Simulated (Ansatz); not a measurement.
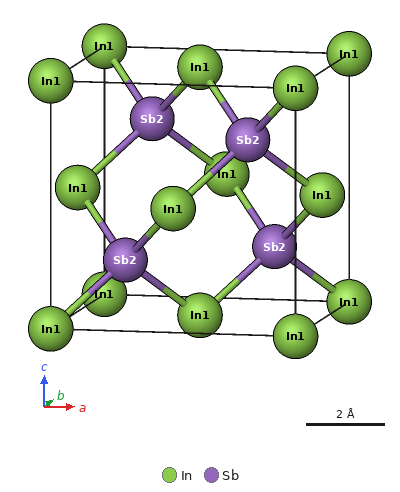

The input geometry of run A (ball-and-stick view of the cell 4 times as large as that of the calculation, set on its symmetry axes, seen slightly off an axis; atoms are numbered from 1 in the order of the input). An atom can appear more than once, as a periodic image. Near neighbours in the periodic cell (some may lie outside the picture): In has 4 Sb at 2.81 Å; Sb has 4 In at 2.81 Å.

**InSb: one change and its effect**

System: InSb (F-43m, 2 atoms in the cell).
Method of run A: DFT PBE, scalar-relativistic, plane waves, PAW, no spin polarisation (Ansatz 0.2.0).

The structure derives from an entry of the Crystallography Open Database. Text and figures count atoms from 1; the logs count them from 0 in places.

### The input, run A
```yaml
crystal:
  lattice:
    - [0.0, 3.2391003701, 3.2391003701]
    - [3.2391003701, 0.0, 3.2391003701]
    - [3.2391003701, 3.2391003701, 0.0]
  atoms:
    - { symbol: In, position: [0.0, 0.0, 0.0] }
    - { symbol: Sb, position: [0.75, 0.75, 0.75] }
basis:
  ecutwfc: 420
  ecutrho_ratio: 4
kpoints:
  mp_grid: { grid: [6, 6, 6] }
hamiltonian:
  xc: pbe
scf:
  occupations: { method: gaussian, width: 0.05 }
output:
  forces: true
  stress: true
  eigenvalues: true
```

Launched with:
```bash
ansatz run input.yaml --threads 4 --pin off --max-ram 8192MiB --backend cpu --events-out ev --progress --plain --runs-dir out
```

Hardware: 4 threads of Arm Neoverse V1, 24 GiB of memory available, shared host.

### Output, shortened to warnings, some set-up lines, iterations and results (run A)
```
Basis set: ecut = 420 eV, 1363 PW (Γ), exchange–correlation on 64×64×64 points (8 copies of the dense FFT grid, shifted against one another)
Symmetry: 24 space group operations
k-points: 16 of 216 (time reversal used)
Initial density: superposition of atomic densities (neutral atoms: chi_scale 0, normalization atom), corrected by the library's trained network
[...]
SCF iter   1: F=—  HF=-12082.521623 eV  |F-HF|=—  |Δ(HF+E_count)|=         —  Δρ=1.66e-3  dr2=4.42e-3  ethr=1.77e-3  ⟨swp⟩=6.1  Hψ=1519  notcnv=0
SCF iter   2: F=—  HF=-12082.518934 eV  |F-HF|=—  |Δ(HF+E_count)|=   2.69e-3  Δρ=8.11e-4  dr2=4.70e-4  ethr=1.58e-5  ⟨swp⟩=2.0  Hψ=622  notcnv=0
SCF iter   3: F=—  HF=-12082.518953 eV  |F-HF|=—  |Δ(HF+E_count)|=   1.84e-5  Δρ=2.25e-4  dr2=4.80e-5  ethr=1.68e-6  ⟨swp⟩=2.0  Hψ=430  notcnv=0
SCF iter   4: F=—  HF=-12082.519032 eV  |F-HF|=—  |Δ(HF+E_count)|=   7.94e-5  Δρ=9.87e-5  dr2=1.01e-5  ethr=1.71e-7  ⟨swp⟩=2.0  Hψ=349  notcnv=0
SCF iter   5: F=—  HF=-12082.519052 eV  |F-HF|=—  |Δ(HF+E_count)|=   2.00e-5  Δρ=1.67e-5  dr2=2.62e-7  ethr=3.61e-8  ⟨swp⟩=2.0  Hψ=353  notcnv=0
SCF iter   6: F=-12082.519053 eV  HF=-12082.519053 eV  |F-HF|=9.97e-9  |Δ(HF+E_count)|=   7.08e-7  Δρ=2.08e-6  dr2=3.80e-9  ethr=3.57e-10  ⟨swp⟩=6.8  Hψ=1356  notcnv=0
SCF 1 converged in 6 iterations: F = -12082.519053 eV  dr2 = 3.80e-9
SCF converged after 6 iterations
Free energy (F): -12082.519053 eV
Harris-Foulkes:  -12082.519053 eV  (|F-HF|=9.97e-9)
Internal energy: -12082.518696 eV  (E = F + TS)
E sigma→0 (E₀):  -12082.518874 eV
Entropy (-TS):   -0.000357 eV (-0.179 meV/atom)
Fermi energy:    7.412013 eV
--- Per-component energies (eV) ---
  E_band       = -260.152973
  E_kinetic    = 451.081762
  E_local      = -3200.680089  (includes V_loc(G=0)·N_el)
  E_nonlocal   = 730.053000
  E_hartree    = 1377.684053
  E_xc         = -353.844676
  E_vxc        = -195.735263  (∫ρ·V_xc dr)
  E_paw        = -8731.560455  (= ΣΔE_a)
  E_vpaw       = -800.242931  (= ΣTr[D̂ρ^β])
  E_aug_tail   = 0.000024  (compensation charges beyond the density's cutoff)
  E_ewald      = -2355.252314
  E_smearing   = -0.000357  (= −TS)
  E_closure    = 0.000000  (closes the sum)
  Σ components = -12082.519053   (vs F -12082.519053, Δ=0.00e0)
--- Forces (eV/Å), atoms counted from 1 ---
  atom   1  In    -0.00000000    -0.00000000    -0.00000000
  atom   2  Sb     0.00000000    -0.00000000    -0.00000000
  max |Σ_I F_I| component: 3.70e-17 eV/Å
--- Stress (GPa, compression-positive) ---
        3.222514       0.000000      -0.000000
       -0.000000       3.222514       0.000000
        0.000000       0.000000       3.222514
  P = ⅓ Tr σ = 3.2225 GPa (32.225 kbar)
```

Run B used a changed input.

### The two runs side by side

```csv
quantity,run A,run B
outcome,converged,converged
free energy per atom (eV),−6041.2595,−5896.5664
gap on the mesh (eV),0.00,0.00
pressure (GPa),3.22,−0.53
largest force (eV/Å),0.000,0.000
SCF iterations,6,6
irreducible k-points,16,16
plane waves at Γ,1363,1363
wall time (shared host),0.63 s,0.66 s
```

Which change of the input explains these differences?

The change (lines with − go, lines with + come):
```diff
-  xc: pbe
+  xc: lda
```

The total energies belong to different methods, so their difference says nothing on which is more stable or more accurate. The pressure goes from 3.22 to −0.53 GPa. The functional changes from PBE to LDA. Along LDA, PBEsol, PBE and RPBE the binding weakens and the preferred volume grows, so the same cell is under more pressure with the later ones. The number of SCF iterations is the same.

### Output, shortened to warnings, some set-up lines, iterations and results (run B)
```
Basis set: ecut = 420 eV, 1363 PW (Γ)
Symmetry: 24 space group operations
k-points: 16 of 216 (time reversal used)
Initial density: superposition of atomic densities (neutral atoms: chi_scale 0, normalization atom), corrected by the library's trained network
[...]
SCF iter   1: F=—  HF=-11793.140390 eV  |F-HF|=—  |Δ(HF+E_count)|=         —  Δρ=6.83e-3  dr2=1.94e-2  ethr=1.77e-3  ⟨swp⟩=6.1  Hψ=1569  notcnv=0
SCF iter   2: F=—  HF=-11793.132900 eV  |F-HF|=—  |Δ(HF+E_count)|=   7.49e-3  Δρ=2.16e-3  dr2=1.26e-3  ethr=6.93e-5  ⟨swp⟩=2.9  Hψ=694  notcnv=0
SCF iter   3: F=—  HF=-11793.132888 eV  |F-HF|=—  |Δ(HF+E_count)|=   1.20e-5  Δρ=6.63e-4  dr2=1.40e-4  ethr=4.52e-6  ⟨swp⟩=1.5  Hψ=346  notcnv=0
SCF iter   4: F=—  HF=-11793.132902 eV  |F-HF|=—  |Δ(HF+E_count)|=   1.43e-5  Δρ=1.36e-4  dr2=1.69e-5  ethr=5.01e-7  ⟨swp⟩=3.0  Hψ=449  notcnv=0
SCF iter   5: F=—  HF=-11793.132892 eV  |F-HF|=—  |Δ(HF+E_count)|=   1.03e-5  Δρ=1.51e-5  dr2=1.80e-7  ethr=6.04e-8  ⟨swp⟩=2.0  Hψ=433  notcnv=0
SCF iter   6: F=-11793.132892 eV  HF=-11793.132892 eV  |F-HF|=9.37e-10  |Δ(HF+E_count)|=   7.03e-9  Δρ=2.07e-6  dr2=3.10e-9  ethr=3.57e-10  ⟨swp⟩=5.6  Hψ=1265  notcnv=0
SCF 1 converged in 6 iterations: F = -11793.132892 eV  dr2 = 3.10e-9
SCF converged after 6 iterations
Free energy (F): -11793.132892 eV
Harris-Foulkes:  -11793.132892 eV  (|F-HF|=9.37e-10)
Internal energy: -11793.132535 eV  (E = F + TS)
E sigma→0 (E₀):  -11793.132714 eV
Entropy (-TS):   -0.000357 eV (-0.179 meV/atom)
Fermi energy:    7.089694 eV
--- Per-component energies (eV) ---
  E_band       = -268.333817
  E_kinetic    = 452.911797
  E_local      = -3209.357401  (includes V_loc(G=0)·N_el)
  E_nonlocal   = 737.118096
  E_hartree    = 1375.094399
  E_xc         = -351.274575
  E_vxc        = -198.311130  (∫ρ·V_xc dr)
  E_paw        = -8443.215920  (= ΣΔE_a)
  E_vpaw       = -800.885317  (= ΣTr[D̂ρ^β])
  E_aug_tail   = 0.000023  (compensation charges beyond the density's cutoff)
  E_ewald      = -2355.252314
  E_core_change = 0.843360  (= ΣΔE_core)
  E_smearing   = -0.000357  (= −TS)
  E_closure    = -0.000000  (closes the sum)
  Σ components = -11793.132892   (vs F -11793.132892, Δ=0.00e0)
--- Forces (eV/Å), atoms counted from 1 ---
  atom   1  In    -0.00000000    -0.00000000     0.00000000
  atom   2  Sb     0.00000000    -0.00000000    -0.00000000
  max |Σ_I F_I| component: 5.55e-17 eV/Å
--- Stress (GPa, compression-positive) ---
       -0.527533      -0.000000      -0.000000
       -0.000000      -0.527533       0.000000
        0.000000       0.000000      -0.527533
  P = ⅓ Tr σ = -0.5275 GPa (-5.275 kbar)
```
